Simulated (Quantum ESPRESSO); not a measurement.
# Ta: single-point calculation

The run: single-point calculation of Ta (P-1, 2 atoms in the cell). Method and program: Kohn-Sham DFT of a periodic cell, PBE, SSSP 1.3 efficiency PBE, no spin polarisation (Quantum ESPRESSO 7.5).

The structure derives from an entry of the Crystallography Open Database.

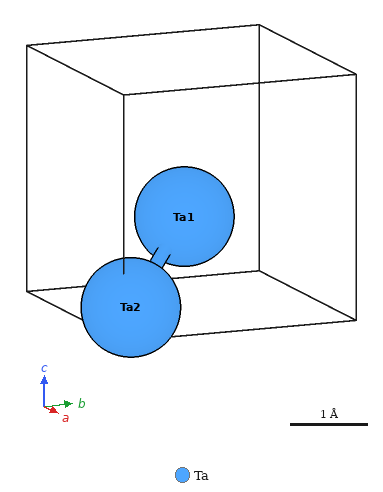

Fig. 1: The structure as given in the input (ball-and-stick view of the cell of the calculation, seen slightly off an axis; atoms are numbered from 1 in the order of the input). An atom can appear more than once, as a periodic image. Near neighbours in the periodic cell (some may lie outside the picture): Ta has 1 Ta at 1.82 Å.

The input
```
&CONTROL
  calculation = 'scf'
  prefix = 'pwscf'
  outdir = './tmp'
  pseudo_dir = './pseudo'
  tprnfor = .true.
  tstress = .true.
  disk_io = 'low'
/
&SYSTEM
  ibrav = 0
  nat = 2
  ntyp = 1
  ecutwfc = 55
  ecutrho = 440
  nbnd = 20
  occupations = 'smearing'
  smearing = 'fd'
  degauss = 0.00367493
/
&ELECTRONS
  conv_thr = 4d-10
  electron_maxstep = 120
  mixing_beta = 0.5
/
ATOMIC_SPECIES
Ta   180.9479 Ta_pbe_v1.uspp.F.UPF
CELL_PARAMETERS angstrom
   0.0000000000   -3.3025600000    0.0000000000
  -3.3025600000    0.0000000000    0.0000000000
   0.0000000000    0.0000000000   -3.3025600000
ATOMIC_POSITIONS crystal
Ta     0.5946212400    0.4298517200    0.3880863600
Ta     0.9053787600    0.0701482800    0.1119136400
K_POINTS automatic
8 8 8 0 0 0
```

File pp_density.in
```
&INPUTPP
  prefix = 'pwscf'
  outdir = './tmp'
  filplot = 'density.dat'
  plot_num = 0
/
&PLOT
  nfile = 1
  filepp(1) = 'density.dat'
  iflag = 3
  output_format = 6
  fileout = 'density.cube'
/
```

File pp_potential.in
```
&INPUTPP
  prefix = 'pwscf'
  outdir = './tmp'
  filplot = 'potential.dat'
  plot_num = 11
/
&PLOT
  nfile = 1
  filepp(1) = 'potential.dat'
  iflag = 3
  output_format = 6
  fileout = 'potential.cube'
/
```

Launch command:
```bash
OMP_NUM_THREADS=1 pw.x -in pw.in > pw.out
OMP_NUM_THREADS=1 pp.x -in pp_density.in > pp_density.out
OMP_NUM_THREADS=1 pp.x -in pp_potential.in > pp_potential.out
```

Output
```
This program is part of the open-source Quantum ESPRESSO suite
     for quantum simulation of materials; please cite
         "P. Giannozzi et al., J. Phys.:Condens. Matter 21 395502 (2009);
         "P. Giannozzi et al., J. Phys.:Condens. Matter 29 465901 (2017);
         "P. Giannozzi et al., J. Chem. Phys. 152 154105 (2020);
          URL
     in publications or presentations arising from this work. More details at

     Message from routine setup:
     using ibrav=0 with symmetry is DISCOURAGED, use correct ibrav instead

     G-vector sticks info
     --------------------
     sticks:   dense  smooth     PW     G-vecs:    dense   smooth      PW
     Sum        1361     673    213                37993    13397    2325

     Using Slab Decomposition

     bravais-lattice index     =            0
     lattice parameter (alat)  =       6.2409  a.u.
     unit-cell volume          =     243.0797 (a.u.)^3
     number of atoms/cell      =            2
     number of atomic types    =            1
     number of electrons       =        26.00
     number of Kohn-Sham states=           20
     kinetic-energy cutoff     =      55.0000  Ry
     charge density cutoff     =     440.0000  Ry
     scf convergence threshold =      4.0E-10
     mixing beta               =       0.5000
     number of iterations used =            8  plain     mixing
     Exchange-correlation= SLA  PW   PBE  PBE
                           (   1   4   3   4   0   0   0)

     celldm(1)=   6.240934  celldm(2)=   0.000000  celldm(3)=   0.000000
     celldm(4)=   0.000000  celldm(5)=   0.000000  celldm(6)=   0.000000

     crystal axes: (cart. coord. in units of alat)
               a(1) = (   0.000000  -1.000000   0.000000 )
               a(2) = (  -1.000000   0.000000   0.000000 )
               a(3) = (   0.000000   0.000000  -1.000000 )

     reciprocal axes: (cart. coord. in units 2 pi/alat)
               b(1) = ( -0.000000 -1.000000 -0.000000 )
               b(2) = ( -1.000000 -0.000000 -0.000000 )
               b(3) = ( -0.000000 -0.000000 -1.000000 )

     PseudoPot. # 1 for Ta read from file:
     Ta_pbe_v1.uspp.F.UPF
     Pseudo is Ultrasoft + core correction, Zval = 13.0
     Generated by new atomic code, or converted to UPF format
     Using radial grid of  921 points,  7 beta functions with:
                l(1) =   0
                l(2) =   0
                l(3) =   1
                l(4) =   1
                l(5) =   2
                l(6) =   2
                l(7) =   3
     Q(r) pseudized with  6 coefficients,  rinner =    1.300   1.300   1.300
                                                       1.300   1.300   1.300
                                                       1.300

     atomic species   valence    mass     pseudopotential
     Ta               13.00   180.94790     Ta( 1.00)

      2 Sym. Ops., with inversion, found ( 1 have fractional translation)

   Cartesian axes

     site n.     atom                  positions (alat units)
         1        Ta     tau(   1) = (  -0.4298517  -0.5946212  -0.3880864  )
         2        Ta     tau(   2) = (  -0.0701483  -0.9053788  -0.1119136  )

     number of k points=   260  Fermi-Dirac smearing, width (Ry)=  0.0037

     Number of k-points >= 100: set verbosity='high' to print them.

     Dense  grid:    37993 G-vectors     FFT dimensions: (  48,  48,  48)

     Smooth grid:    13397 G-vectors     FFT dimensions: (  30,  30,  30)

     Initial potential from superposition of free atoms

     starting charge      25.9978, renormalised to      26.0000

     negative rho (up, down):  1.856E-01 0.000E+00
     Starting wfcs are   26 randomized atomic wfcs

     Self-consistent Calculation

     iteration #  1     ecut=    55.00 Ry     beta= 0.50
     Davidson diagonalization with overlap
     ethr =  1.00E-02,  avg # of iterations =  2.2

     Threshold (ethr) on eigenvalues was too large:
     Diagonalizing with lowered threshold

     Davidson diagonalization with overlap
     ethr =  8.11E-04,  avg # of iterations =  1.0

     negative rho (up, down):  1.883E-01 0.000E+00

     total energy              =    -283.00978163 Ry
     estimated scf accuracy    <       0.21566687 Ry

     iteration #  2     ecut=    55.00 Ry     beta= 0.50
     Davidson diagonalization with overlap
     ethr =  8.29E-04,  avg # of iterations =  2.1

     negative rho (up, down):  1.898E-01 0.000E+00

     total energy              =    -283.05354174 Ry
     estimated scf accuracy    <       0.00905607 Ry

     iteration #  3     ecut=    55.00 Ry     beta= 0.50
     Davidson diagonalization with overlap
     ethr =  3.48E-05,  avg # of iterations =  3.5

     negative rho (up, down):  1.912E-01 0.000E+00

     total energy              =    -283.05412918 Ry
     estimated scf accuracy    <       0.00121828 Ry

     iteration #  4     ecut=    55.00 Ry     beta= 0.50
     Davidson diagonalization with overlap
     ethr =  4.69E-06,  avg # of iterations =  3.0

     negative rho (up, down):  1.914E-01 0.000E+00

     total energy              =    -283.05425501 Ry
     estimated scf accuracy    <       0.00002762 Ry

     iteration #  5     ecut=    55.00 Ry     beta= 0.50
     Davidson diagonalization with overlap
     ethr =  1.06E-07,  avg # of iterations =  2.1

     negative rho (up, down):  1.915E-01 0.000E+00

     total energy              =    -283.05425921 Ry
     estimated scf accuracy    <       0.00000302 Ry

     iteration #  6     ecut=    55.00 Ry     beta= 0.50
     Davidson diagonalization with overlap
     ethr =  1.16E-08,  avg # of iterations =  1.8

     negative rho (up, down):  1.915E-01 0.000E+00

     total energy              =    -283.05425948 Ry
     estimated scf accuracy    <       0.00000006 Ry

     iteration #  7     ecut=    55.00 Ry     beta= 0.50
     Davidson diagonalization with overlap
     ethr =  2.17E-10,  avg # of iterations =  2.1

     negative rho (up, down):  1.915E-01 0.000E+00

     total energy              =    -283.05425949 Ry
     estimated scf accuracy    <          6.8E-09 Ry

     iteration #  8     ecut=    55.00 Ry     beta= 0.50
     Davidson diagonalization with overlap
     ethr =  2.63E-11,  avg # of iterations =  2.0

     negative rho (up, down):  1.915E-01 0.000E+00

     total energy              =    -283.05425949 Ry
     estimated scf accuracy    <          1.2E-09 Ry

     iteration #  9     ecut=    55.00 Ry     beta= 0.50
     Davidson diagonalization with overlap
     ethr =  4.53E-12,  avg # of iterations =  2.0

     negative rho (up, down):  1.915E-01 0.000E+00

     End of self-consistent calculation

     Number of k-points >= 100: set verbosity='high' to print the bands.

     the Fermi energy is    18.5296 ev

!    total energy              =    -283.05425949 Ry
     estimated scf accuracy    <          2.1E-11 Ry
     smearing contrib. (-TS)   =      -0.00103215 Ry
     internal energy E=F+TS    =    -283.05322734 Ry

     The total energy is F=E-TS. E is the sum of the following terms:
     one-electron contribution =     -56.20359695 Ry
     hartree contribution      =      41.13882881 Ry
     xc contribution           =     -85.35803890 Ry
     ewald contribution        =    -182.63042030 Ry

     convergence has been achieved in   9 iterations

     negative rho (up, down):  1.915E-01 0.000E+00

     Forces acting on atoms (cartesian axes, Ry/au):

     atom    1 type  1   force =    -0.76973513    0.69061393   -0.65642914
     atom    2 type  1   force =     0.76973513   -0.69061393    0.65642914

     Total force =     1.732247     Total SCF correction =     0.000025

     Computing stress (Cartesian axis) and pressure

     negative rho (up, down):  1.915E-01 0.000E+00
          total   stress  (Ry/bohr**3)                   (kbar)     P=      963.19
   0.00958656  -0.00474750   0.00450410         1410.23     -698.38      662.58
  -0.00474750   0.00576972  -0.00390913         -698.38      848.75     -575.05
   0.00450410  -0.00390913   0.00428660          662.58     -575.05      630.58

=------------------------------------------------------------------------------=
   JOB DONE.
=------------------------------------------------------------------------------=
```

File pp_density.out
```
This program is part of the open-source Quantum ESPRESSO suite
     for quantum simulation of materials; please cite
         "P. Giannozzi et al., J. Phys.:Condens. Matter 21 395502 (2009);
         "P. Giannozzi et al., J. Phys.:Condens. Matter 29 465901 (2017);
         "P. Giannozzi et al., J. Chem. Phys. 152 154105 (2020);
          URL
     in publications or presentations arising from this work. More details at

     ./tmp/pwscf.save/

     IMPORTANT: XC functional enforced from input :
     Exchange-correlation= PBE
                           (   1   4   3   4   0   0   0)
     Any further DFT definition will be discarded
     Please, verify this is what you really want

     G-vector sticks info
     --------------------
     sticks:   dense  smooth     PW     G-vecs:    dense   smooth      PW
     Sum        1361     673    213                37993    13397    2325

     Using Slab Decomposition

     negative rho (up, down):  1.915E-01 0.000E+00

     Calling punch_plot, plot_num =   0
     Writing data to file  density.dat
     Reading data from file  density.dat

     Writing data to be plotted to file density.cube
     Plot Type: 3D                     Output format: Gaussian cube

=------------------------------------------------------------------------------=
   JOB DONE.
=------------------------------------------------------------------------------=
```

File pp_potential.out
```
This program is part of the open-source Quantum ESPRESSO suite
     for quantum simulation of materials; please cite
         "P. Giannozzi et al., J. Phys.:Condens. Matter 21 395502 (2009);
         "P. Giannozzi et al., J. Phys.:Condens. Matter 29 465901 (2017);
         "P. Giannozzi et al., J. Chem. Phys. 152 154105 (2020);
          URL
     in publications or presentations arising from this work. More details at

     ./tmp/pwscf.save/

     IMPORTANT: XC functional enforced from input :
     Exchange-correlation= PBE
                           (   1   4   3   4   0   0   0)
     Any further DFT definition will be discarded
     Please, verify this is what you really want

     G-vector sticks info
     --------------------
     sticks:   dense  smooth     PW     G-vecs:    dense   smooth      PW
     Sum        1361     673    213                37993    13397    2325

     Using Slab Decomposition

     negative rho (up, down):  1.915E-01 0.000E+00

     Calling punch_plot, plot_num =  11
     Writing data to file  potential.dat
     Reading data from file  potential.dat

     Writing data to be plotted to file potential.cube
     Plot Type: 3D                     Output format: Gaussian cube

=------------------------------------------------------------------------------=
   JOB DONE.
=------------------------------------------------------------------------------=
```

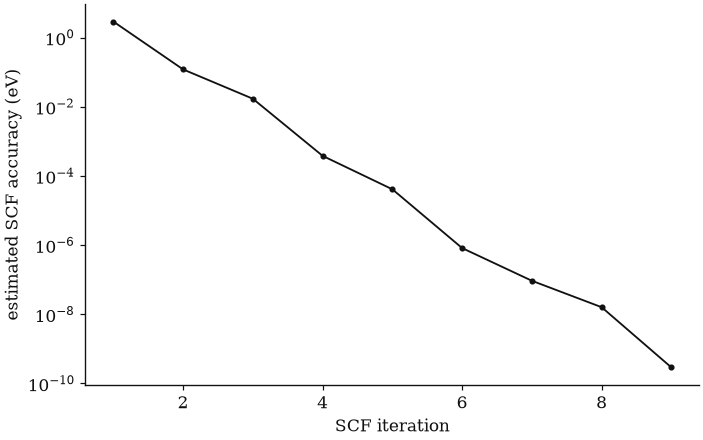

Fig. 2: Convergence of the self-consistent field: estimated SCF accuracy against the iteration. The field takes 9 iterations in all.

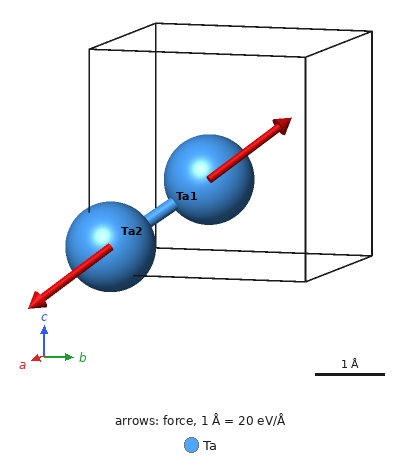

Fig. 3: Forces on the atoms as red arrows (ball-and-stick view of the cell of the calculation, seen slightly off an axis; atoms are numbered from 1 in the order of the input). The largest act on Ta1, Ta2 (31.49 eV/Å). The geometry is not a stationary point of this energy.

Results in brief

| quantity | value |
| --- | --- |
| outcome | converged |
| space group (tolerance 0.01 Å) | P-1 (2) |
| electrons treated | 26 |
| free energy | −3851.1494 eV |
| gap on the k-point mesh | none (metallic) |
| pressure | 96.32 GPa |
| largest force (length of the vector) | 31.493 eV/Å |
| hardware | 1 thread of Intel Xeon @ 2.90GHz (Ice Lake), 16 GiB of memory available, shared host |
| wall time | 84 s |
| peak memory | 0.41 GiB |

Remarks

Notes on the run: negative rho. Spin–orbit coupling is left out, which matters for Ta.
